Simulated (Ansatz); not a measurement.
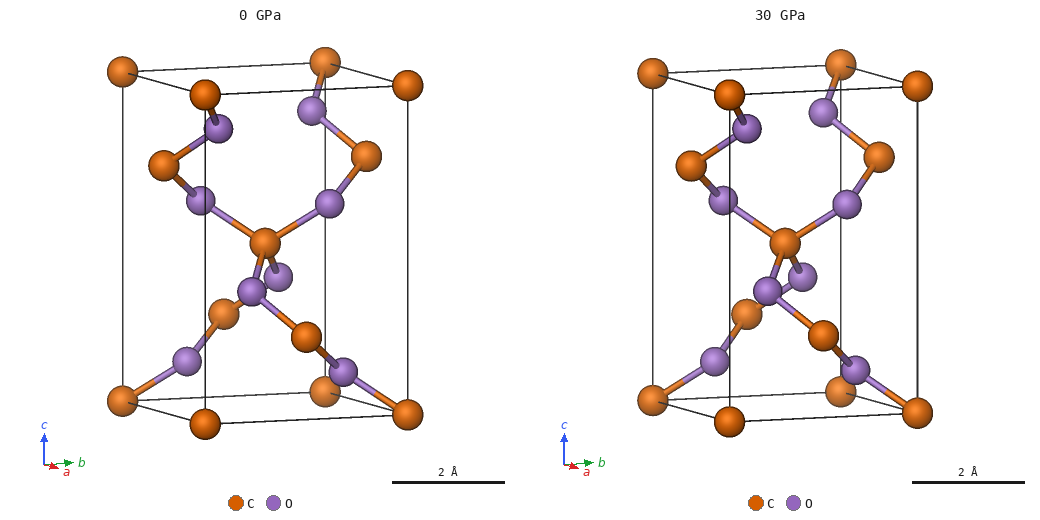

CO₂, space group I-42d (No. 122), relaxed (cell and atoms) under a series of hydrostatic pressures; the conventional cell is drawn at the lowest and the highest, to one scale (sticks follow a distance rule). The start was a structure listed in the Materials Project. It needn't be the stable form of this composition.

Alike in all runs: Ansatz 0.2.0; functional PBEsol; potentials Ansatz PAW; cutoff 420 eV; k mesh 9 × 9 × 9 on the run's cell of 6 atoms; occupations fermi-dirac, width 0.05 eV; no spin polarisation; no spin-orbit coupling.

| pressure (GPa) | volume (Å³/atom) | a (Å) | c (Å) |
| --- | --- | --- | --- |
| 0.0 | 7.595 | 3.918 | 5.936 |
| 2.0 | ? | ? | ? |
| 5.0 | 7.350 | 3.861 | 5.916 |
| 10.0 | 7.137 | 3.809 | 5.903 |
| 20.0 | 6.780 | 3.717 | 5.891 |
| 30.0 | 6.490 | 3.635 | 5.895 |

Q: Fit a third-order Birch-Murnaghan equation to the rows given and use it to fill in the volume that is left out.

A: The fit gives V0 = 7.59 Å³/atom, B0 = 143 GPa and B0′ = 3.7, which puts the volume at 2.0 GPa at 7.49 Å³/atom. The run gave volume 7.493 Å³/atom; a 3.894 Å; c 5.928 Å.

Q: Which axis yields most up to 30 GPa?

A: The a axis: a −7.2 %, c −0.7 %, against −14.5 % in volume.

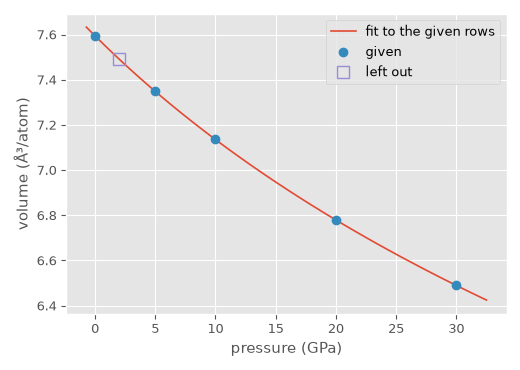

Volume against pressure, with the fit. The structure was kept in its own symmetry, so a change to another phase within this range wouldn't be seen. The gaps aren't listed, since this mesh can miss the band edges.

Caveat: the plane-wave basis is chosen anew once the cell has moved, so the energies of steps on either side of that aren't comparable.
